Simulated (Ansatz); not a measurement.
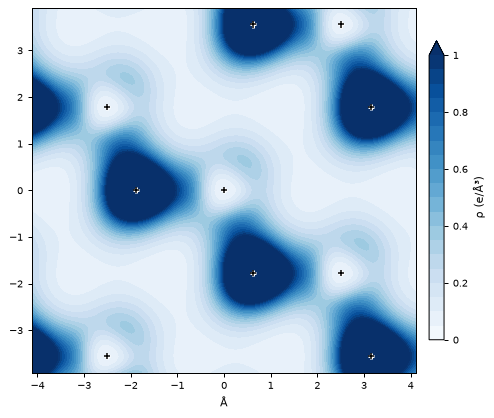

The valence pseudo-density on a plane through atoms (crosses mark nuclei in the plane).

Method: DFT PBEsol, scalar-relativistic, plane waves, PAW in Ansatz.

Candidates:
A. GaP, a = 5.44 Å, b = 5.44 Å, c = 5.44 Å, α = 90.00°, β = 90.00°, γ = 90.00°. Space group F-43m; a structure from a database of computed crystals, not necessarily the ambient phase.
B. SrTiO₃, a = 3.89 Å, b = 3.89 Å, c = 3.89 Å, α = 90.00°, β = 90.00°, γ = 90.00°. Space group Pm-3m; a structure from a database of computed crystals, not necessarily the ambient phase; computed without spin polarisation.
C. SiC, a = 7.55 Å, b = 7.55 Å, c = 7.55 Å, α = 109.47°, β = 109.47°, γ = 109.47°. Space group F-43m; a structure from a database of computed crystals, not necessarily the ambient phase.

> Which candidate gave the map?

Candidate C: SiC on the (100) plane of the calculation cell, which holds Si and C. Si–C (1.89 Å): ρ at the midpoint is about 0.88 e/Å³.
